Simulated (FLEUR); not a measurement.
## free-standing triangular V monolayer, spacing 2.841 A: anisotropy, exchange couplings and spiral energies by force theorems

Aim: the anisotropy, exchange couplings and spiral energies of free-standing triangular V monolayer, spacing 2.841 A from single passes in the potential of one collinear state.

Calculated with FLEUR MaX-R8.1; LDA (VWN); all-electron FLAPW film, Dirac cores, scalar-relativistic bands.

**1. The structure**

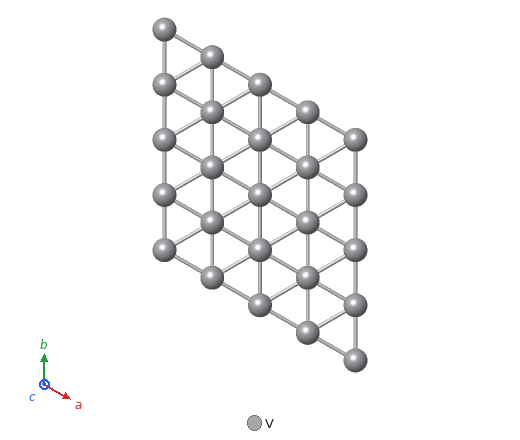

The starting structure, seen from above (vanadium grey). 4×4×1 cells are drawn. Some periodic images of atoms are drawn too.

The cell holds 1 atom: 1 V. Its edges and angles: a = 2.841 Å, b = 2.841 Å, c = 14.000 Å, α = 90.0°, β = 90.0°, γ = 120.0°. Model lattice. Vacuum lies along c.

**2. Self-consistent state**

The force theorems are single passes in this state's potential, so it has to be converged first.

No symmetry is used, so that later steps may turn the spins freely; k and −k are joined. FLEUR takes the sheet as a true film: the images along c are dropped, heights are typed in bohr, and the vacuum on both sides is semi-infinite. inpgen writes inp.xml from crystal.txt; cutoffs, mixing, functional, smearing and local orbitals are then set in the file. The k list scf (kpts.xml, not shown) is a Γ-centred 12×12×1 mesh; where the ranks do not divide the number of points, some are split in two of half the weight.

inp.xml reads:

```
<?xml version="1.0" encoding="UTF-8" standalone="no"?>
<fleurInput fleurInputVersion="0.39">
   <comment>
      V
   </comment>
   <calculationSetup>
      <cutoffs Kmax="3.6" Gmax="10.8" GmaxXC="10.8" numbands="0"/>
      <scfLoop itmax="120" minDistance="0.00002" maxIterBroyd="15" imix="Anderson" alpha="0.03" precondParam="0.0" spinf="2.0" sdNocoIR="T"/>
      <coreElectrons ctail="F" frcor="F" kcrel="0" coretail_lmax="0"/>
      <xcFunctional name="vwn" relativisticCorrections="F"/>
      <magnetism jspins="2" l_noco="F" l_ss="F">
         <qss>0.0 0.0 0.0</qss>
         <mtNocoParams l_mperp="F" l_mtNocoPot="F" l_relaxSQA="F" mag_mixing_scheme="0" mix_RelaxWeightOffD="1.0" l_constrained="F" mix_constr="1.0"/>
         <sourceFreeMag l_sourceFree="F" l_scaleMag="F" mag_scale="1.0"/>
      </magnetism>
      <soc l_soc="F" theta="0.0" phi="0.0" spav="F"/>
      <expertModes spex="0" secvar="F"/>
      <geometryOptimization l_f="F" forcealpha="1.0" forcemix="BFGS" epsdisp="0.00001" epsforce="0.00001"/>
      <ldaU l_linMix="F" mixParam="0.05" spinf="1.0"/>
   </calculationSetup>
   <cell>
      <bzIntegration valenceElectrons="13.0" mode="hist" fermiSmearingEnergy="0.00183747">
         <kPointListSelection listName="scf"/>
         <xi:include xmlns:xi="http://www.w3.org/2001/XInclude" href="kpts.xml"> </xi:include>
      </bzIntegration>
      <xi:include xmlns:xi="http://www.w3.org/2001/XInclude" href="sym.xml"> </xi:include>
      <filmLattice scale="1.0" dVac="5.9" dTilda="8.4">
         <bravaisMatrixFilm>
            <row-1>    5.3687117321687197     0.0000000435770844</row-1>
            <row-2>   -2.6843559038316394     4.6494407238512840</row-2>
         </bravaisMatrixFilm>
         <vacuumEnergyParameters vacuum="1" spinUp="-.25" spinDown="-.25"/>
         <vacuumEnergyParameters vacuum="2" spinUp="-.25" spinDown="-.25"/>
      </filmLattice>
   </cell>
   <atomSpecies>
      <species name="Vanadium (1.500" element="V" atomicNumber="23">
         <mtSphere radius="2.55" gridPoints="843" logIncrement="0.014"/>
         <atomicCutoffs lmax="10" lnonsphr="8"/>
         <electronConfig flipSpins="F">
            <coreConfig>(1s1/2) (2s1/2) (2p1/2) (2p3/2)</coreConfig>
            <valenceConfig>(3s1/2) (3p1/2) (3p3/2) (4s1/2) (3d3/2) (3d5/2)</valenceConfig>
            <stateOccupation state="(3d3/2)" spinUp="0.6" spinDown="0.6"/>
            <stateOccupation state="(3d5/2)" spinUp="1.65" spinDown="0.15"/>
         </electronConfig>
         <energyParameters s="4" p="4" d="3" f="4"/>
         <lo type="SCLO" l="0" n="3" eDeriv="0"/>
         <lo type="SCLO" l="1" n="3" eDeriv="0"/>
      </species>
   </atomSpecies>
   <atomGroups>
      <atomGroup species="Vanadium (1.500">
         <filmPos label="                   1">.0000000000 .0000000000 .0000000000</filmPos>
         <force calculate="T" relaxXYZ="TTT"/>
         <nocoParams  alpha="0.0" beta="0.0"/>
      </atomGroup>
   </atomGroups>
   <output dos="F" band="F" slice="F">
      <bandDOS minEnergy="-.5*Htr" maxEnergy="0.5*Htr" sigma="0.015" storeEVData="T"/>
      <plotting iplot="0" polar="F">
         <plot TwoD="T" vec1="  1.0  0.0  0.0" vec2="  0.0  1.0  0.0" vec3="  0.0  0.0  1.0" zero="  0.0  0.0 -0.5" file="plot"/>
      </plotting>
      <moessbauerParams electricFieldGradient="F" isomerShift="F" coreHyperfine="F" valenceHyperfine="F"/>
   </output>
</fleurInput>
```

crystal.txt reads:

```
V
&input film=T cartesian=F /
2.84099990061  0.00000002306  0.00000000000
-1.42049997028  2.46037807454  0.00000000000
0.00000000000  0.00000000000  1.00000000000
1.8897261246
1.0 1.0 1.0

1
23 0.00000000000  0.00000000000  0.00000000000 : 1.500

&kpt div1=12 div2=12 div3=1 gamma=T /
```

On the command line:

```
OMP_NUM_THREADS=1 inpgen -f crystal.txt -nosym -noco > inpgen.log  # inp.xml is then edited as shown
OMP_NUM_THREADS=1 mpirun -n 2 fleur_MPI > fleur.log
```

Output:

```text
Welcome to FLEUR        (www.flapw.de)
      MaX-Release 8.1          (www.max-centre.eu)

 ========== k-point set info ==========
 Selected k-point list: scf
 k-point list type: mesh
 0 x 0 x 0
 Number of k points: 74

 ------------Calculation Setup---------------------------
 Number of MPI-tasks      :            2
 Number of PE/node        :            2
 Number of OMP-threads    :            1
 k-points in parallel     :            2
 pe's per k-point         :            1
 No of k-point loops      :           37
 Eigenvalue solver        :       lapack
 Number of basis functions:          177
 Approximate size of matrices (H+S) per k-point:         0.001 GB
 --------------------------------------------------------
 Complex matrix made real
 Complex matrix made real
 Iteration:     1   Distance:      12.17550719 me/bohr^3
 Complex matrix made real
 Iteration:     2   Distance:      11.36028100 me/bohr^3
 Iteration:     3   Distance:       5.08965931 me/bohr^3
 Iteration:     4   Distance:       5.10163555 me/bohr^3
 Iteration:     5   Distance:       3.08015520 me/bohr^3
 Iteration:     6   Distance:       2.43635235 me/bohr^3
 Iteration:     7   Distance:       0.98679910 me/bohr^3
 Iteration:     8   Distance:       1.34439225 me/bohr^3
 Iteration:     9   Distance:       1.64963039 me/bohr^3
 Iteration:    10   Distance:       1.17913483 me/bohr^3
[... 30 iterations left out ...]
 Iteration:    41   Distance:       0.00013436 me/bohr^3
 Iteration:    42   Distance:       0.00018320 me/bohr^3
 Iteration:    43   Distance:       0.00005535 me/bohr^3
 Iteration:    44   Distance:       0.00004953 me/bohr^3
 Iteration:    45   Distance:       0.00004502 me/bohr^3
 Iteration:    46   Distance:       0.00004525 me/bohr^3
 Iteration:    47   Distance:       0.00003586 me/bohr^3
 Iteration:    48   Distance:       0.00002719 me/bohr^3
 Iteration:    49   Distance:       0.00002379 me/bohr^3
 Iteration:    50   Distance:       0.00001836 me/bohr^3

 ********************************************************************
 Run finished successfully
 Stop message:
   all done
 ********************************************************************

--- out.xml (last complete iteration) ---
<iteration numberForCurrentRun="   50" overallNumber="   50">
         <energyParameters units="Htr">
            <atomicEP atomType="1" spin="1" branch="4s" branchLowest="-2.52" branchHighest="1.16" value="-0.2447890365"/>
            <atomicEP atomType="1" spin="1" branch="4p" branchLowest="-1.55" branchHighest="1.64" value="-0.1214114144"/>
            <atomicEP atomType="1" spin="1" branch="3d" branchLowest="-9.99" branchHighest="-0.03" value="-0.1801849988"/>
            <atomicEP atomType="1" spin="1" branch="4f" branchLowest="-9.99" branchHighest="2.33" value="0.1774758140"/>
            <loAtomicEP atomType="1" spin="1" branch="3s" branchLowest="-22.04" branchHighest="-2.52" value="-2.5256226496"/>
            <loAtomicEP atomType="1" spin="1" branch="3p" branchLowest="-18.43" branchHighest="-1.55" value="-1.5761129338"/>
            <vacuumEP vacuum="1" spin="1" vzIR="-0.2673405665" vzInf="-0.0000234857" value="-0.2500234857"/>
            <vacuumEP vacuum="2" spin="1" vzIR="-0.2673406906" vzInf="-0.0000236354" value="-0.2500236354"/>
            <atomicEP atomType="1" spin="2" branch="4s" branchLowest="-2.48" branchHighest="1.19" value="-0.2199565197"/>
            <atomicEP atomType="1" spin="2" branch="4p" branchLowest="-1.52" branchHighest="1.67" value="-0.0970913161"/>
            <atomicEP atomType="1" spin="2" branch="3d" branchLowest="-9.99" branchHighest="0.00" value="-0.1492044717"/>
            <atomicEP atomType="1" spin="2" branch="4f" branchLowest="-9.99" branchHighest="2.36" value="0.2012884399"/>
            <loAtomicEP atomType="1" spin="2" branch="3s" branchLowest="-22.03" branchHighest="-2.48" value="-2.4915569538"/>
            <loAtomicEP atomType="1" spin="2" branch="3p" branchLowest="-18.42" branchHighest="-1.52" value="-1.5425003855"/>
            <vacuumEP vacuum="1" spin="2" vzIR="-0.2462150291" vzInf="-0.0000234857" value="-0.2500234857"/>
            <vacuumEP vacuum="2" spin="2" vzIR="-0.2462151493" vzInf="-0.0000236354" value="-0.2500236354"/>
         </energyParameters>
         <bandgap value="0.0000000000" units="eV"/>
         <sumValenceSingleParticleEnergies value="-15.4286262270" units="Htr"/>
         <FermiEnergy value="-0.1726886359" units="Htr"/>
         <valenceDensity>
            <mtCharges spin="1">
               <mtCharge atomType="1" total="6.3422745" s="1.1940270" p="3.1123770" d="2.0273772" f="0.0067055"/>
            </mtCharges>
            <mtCharges spin="2">
               <mtCharge atomType="1" total="5.2851132" s="1.1769197" p="3.0569306" d="1.0473136" f="0.0029591"/>
            </mtCharges>
            <spinDependentCharge spin="1" total="7.1675117" interstitial="0.6728435" mtSpheres="6.3422745" vacuum1="0.0761968" vacuum2="0.0761969"/>
            <spinDependentCharge spin="2" total="5.8324884" interstitial="0.4731920" mtSpheres="5.2851132" vacuum1="0.0370916" vacuum2="0.0370917"/>
            <totalCharge value="13.0000001066"/>
         </valenceDensity>
         <coreStates atomType="     1" atomicNumber=" 23" spin="1" kinEnergy="    436.3654110100" eigValSum="   -273.8931616587" lostElectrons=" 0.000000">
            <state n="1" l="0" j="0.5" energy="-196.5682150169" weight="1.0000000000"/>
            <state n="2" l="0" j="0.5" energy="-22.0397859076" weight="1.0000000000"/>
            <state n="2" l="1" j="0.5" energy="-18.6018030261" weight="1.0000000000"/>
            <state n="2" l="1" j="1.5" energy="-18.3416788540" weight="2.0000000000"/>
         </coreStates>
         <coreStates atomType="     1" atomicNumber=" 23" spin="2" kinEnergy="    436.4970878680" eigValSum="   -273.8489115717" lostElectrons=" 0.000000">
            <state n="1" l="0" j="0.5" energy="-196.5679191862" weight="1.0000000000"/>
            <state n="2" l="0" j="0.5" energy="-22.0267325965" weight="1.0000000000"/>
            <state n="2" l="1" j="0.5" energy="-18.5916465178" weight="1.0000000000"/>
            <state n="2" l="1" j="1.5" energy="-18.3313066356" weight="2.0000000000"/>
         </coreStates>
         <allElectronCharges>
            <spinDependentCharge spin="1" total="12.1675117" interstitial="0.6728435" mtSpheres="11.3422745" vacuum1="0.0761968" vacuum2="0.0761969"/>
            <spinDependentCharge spin="2" total="10.8324884" interstitial="0.4731920" mtSpheres="10.2851132" vacuum1="0.0370916" vacuum2="0.0370917"/>
            <totalCharge value="23.0000001069"/>
         </allElectronCharges>
         <magneticMomentsInMTSpheres units="muBohr">
            <globalMagMoment atomType="1" vec="0.00000   0.00000   1.05716"/>
            <localMagMoment atomType="1" vec="0.00000   0.00000   1.05716"/>
         </magneticMomentsInMTSpheres>
         <moessbauerParams unitsHFF="kG" unitsIS="e/bohr^3" unitsEFG="Htr/bohr^2">
         </moessbauerParams>
         <totalEnergy value="     -947.3045865663" units="Htr">
            <sumOfEigenvalues value="     -563.1706994573">
               <coreElectrons value="-547.7420732304"/>
               <valenceElectrons value="-15.4286262270"/>
            </sumOfEigenvalues>
            <densityCoulombPotentialIntegral value="-1462.3417485657"/>
            <densityEffectivePotentialIntegral value="-1519.6970492678"/>
            <chargeDenXCDenIntegral value="-43.3454132346"/>
            <FockExchangeEnergyValence value="0.0000000000"/>
            <FockExchangeEnergyCore value="0.0000000000"/>
            <atomTypeDependentContributions atomType="1">
               <electronNucleiInteractionDifferentMTs value="1125.0555460393"/>
               <MadelungTerm value="-4.2591028202"/>
            </atomTypeDependentContributions>
            <tkbTimesEntropy value="0.0012487425"/>
            <freeEnergy value="-947.3058353089"/>
            <extrapolationTo0K value="-947.3052109376"/>
         </totalEnergy>
         <densityConvergence units="me/bohr^3">
            <chargeDensity spin="1" distance="0.0000102427"/>
            <chargeDensity spin="2" distance="0.0000124583"/>
            <overallChargeDensity distance="0.0000135303"/>
            <spinDensity distance="0.0000183624"/>
         </densityConvergence>
      </iteration>
```

Elapsed: 3.3 min, on 2 MPI ranks of Arm Neoverse N1, shared host; peak memory 0.38 GiB.

Spin moment in the muffin-tin sphere by atom:

```
atom  spin moment in the muffin-tin sphere (μB)
  V1                                       1.06
```

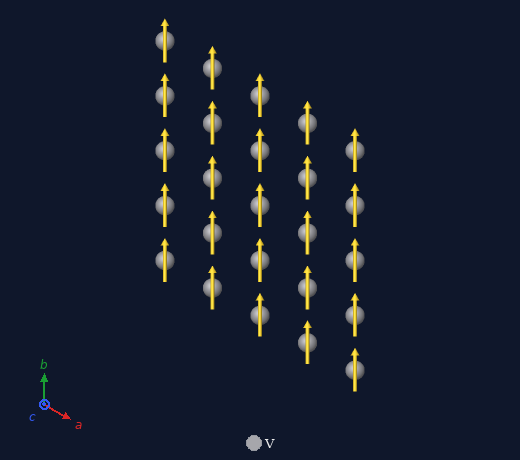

Spin moment in the muffin-tin sphere as arrows, the longest 1.06 μB. Up and down stand for the sign. Arrows give size and sign along the axis of quantisation, drawn up and down the page. 4×4×1 cells are drawn. Some periodic images of atoms are drawn too.

Numbers from this step:

| Item | Value |
| --- | --- |
| free energy | -25777.5050 eV |
| program's band gap on this mesh (in a metal only a level spacing) | 0 eV |
| magnetization | 1.335 μB |
| final state | ferromagnetic |

After 50 cycles the largest moment stands at 1.06 μB.

**3. Anisotropy by the force theorem, rung 1**

Anisotropy is a small difference, so it is taken from sums over occupied states at a frozen potential, where most errors cancel.

One pass with spin–orbit coupling for each direction, from the saved density. Inversion lets half of the mesh serve, which the program's warning doesn't know. The k list mae (kpts.xml, not shown) is a Γ-centred 11×11×1 mesh.

inp.xml, as its differences from that of step 2:

```diff
@@ -6,4 +6,4 @@
    <calculationSetup>
-      <cutoffs Kmax="3.6" Gmax="10.8" GmaxXC="10.8" numbands="0"/>
-      <scfLoop itmax="120" minDistance="0.00002" maxIterBroyd="15" imix="Anderson" alpha="0.03" precondParam="0.0" spinf="2.0" sdNocoIR="T"/>
+      <cutoffs Kmax="3.6" Gmax="10.8" GmaxXC="10.8" numbands="37"/>
+      <scfLoop itmax="1" minDistance="0.00002" maxIterBroyd="15" imix="Anderson" alpha="0.03" precondParam="0.0" spinf="2.0" sdNocoIR="T"/>
       <coreElectrons ctail="F" frcor="F" kcrel="0" coretail_lmax="0"/>
@@ -15,3 +15,3 @@
       </magnetism>
-      <soc l_soc="F" theta="0.0" phi="0.0" spav="F"/>
+      <soc l_soc="T" theta="0.0" phi="0.0" spav="F"/>
       <expertModes spex="0" secvar="F"/>
@@ -22,3 +22,3 @@
       <bzIntegration valenceElectrons="13.0" mode="hist" fermiSmearingEnergy="0.00183747">
-         <kPointListSelection listName="scf"/>
+         <kPointListSelection listName="mae"/>
          <xi:include xmlns:xi="http://www.w3.org/2001/XInclude" href="kpts.xml"> </xi:include>
@@ -64,2 +64,5 @@
    </output>
+   <forceTheorem>
+      <MAE theta="0.0 1.5707963 1.5707963" phi="0.0 0.0 1.5707963"/>
+   </forceTheorem>
 </fleurInput>
```

On the command line:

```
OMP_NUM_THREADS=1 mpirun -n 2 fleur_MPI -warn_only > fleur.log
```

Output:

```text
[banner, memory and clock lines left out]
Welcome to FLEUR        (www.flapw.de)
      MaX-Release 8.1          (www.max-centre.eu)
************FLEUR-Warning*****************
Error message: k-point set is not compatible to missing time-reversal symmetry in calculation.
Error occurred in subroutine: gen_bz
Error from PE:0/2
*****************************************

 ========== k-point set info ==========
 Selected k-point list: mae
 k-point list type: mesh
 0 x 0 x 0
 Number of k points: 62

 [... set-up left out ...]
 ********************************************************************
 Run finished successfully
 Stop message:
   Forcetheorem MAE
 ********************************************************************

--- out.xml (force theorem) ---
<Forcetheorem_MAE Angles="3" units="Htr">
            <Angle theta="0.0000000" phi="0.0000000" ev-sum="-15.429330415"/>
            <Angle theta="1.5707963" phi="0.0000000" ev-sum="-15.429322330"/>
            <Angle theta="1.5707963" phi="1.5707963" ev-sum="-15.429322330"/>
         </Forcetheorem_MAE>
```

The job ended after 8.4 s (2 MPI ranks; peak memory 0.19 GiB).

Anisotropy energies, by row:

```
axis  x  y  z  band energy less the first axis' (meV a cell)
   z  0  0  1                                              0
   x  1  0  0                                           0.22
   y  0  1  0                                           0.22
```

Shape anisotropy is not in these numbers.

**4. Anisotropy by the force theorem, rung 2**

A second rung shows how far the first can be trusted.

The k list mae (kpts.xml, not shown) is a Γ-centred 26×26×1 mesh.

inp.xml is that of step 3.

Output:

```text
[banner, memory and clock lines left out]
Welcome to FLEUR        (www.flapw.de)
      MaX-Release 8.1          (www.max-centre.eu)
************FLEUR-Warning*****************
Error message: k-point set is not compatible to missing time-reversal symmetry in calculation.
Error occurred in subroutine: gen_bz
Error from PE:0/2
Other PEs with error messages:
     1-k-point set is not compatible to missing time-reversal symmetry in calculation.
*****************************************

 ========== k-point set info ==========
 Selected k-point list: mae
 k-point list type: mesh
[...]
Error occurred in subroutine: gen_bz
Error from PE:1/2
*****************************************
 [... set-up left out ...]
 ********************************************************************
 Run finished successfully
 Stop message:
   Forcetheorem MAE
 ********************************************************************

--- out.xml (force theorem) ---
<Forcetheorem_MAE Angles="3" units="Htr">
            <Angle theta="0.0000000" phi="0.0000000" ev-sum="-15.429401086"/>
            <Angle theta="1.5707963" phi="0.0000000" ev-sum="-15.429391651"/>
            <Angle theta="1.5707963" phi="1.5707963" ev-sum="-15.429391654"/>
         </Forcetheorem_MAE>
```

Elapsed: 37 s, on 2 MPI ranks; peak memory 0.3 GiB; 74 s of CPU time.

Anisotropy energies, by row:

```
axis  x  y  z  band energy less the first axis' (meV a cell)
   z  0  0  1                                              0
   x  1  0  0                                         0.2567
   y  0  1  0                                         0.2567
```

(Part 1 of 2 ends here.)

[Logs and program files are shortened in this print: banners, set-up blocks, solver, clock and traceback lines can be left out without a mark of their own.]

[Logs are printed without paths, hosts, clocks, repeated set-up lines and the standing remarks that a program may print on its own settings, such as how far it seeks lower states.]

[Hosts, paths, dates, database ids (printed as entryN), source tags and the programs' standing remarks are cut or masked in the printed files.]

[Where a cell is said to come from a database of computed structures, the database is the Materials Project.]
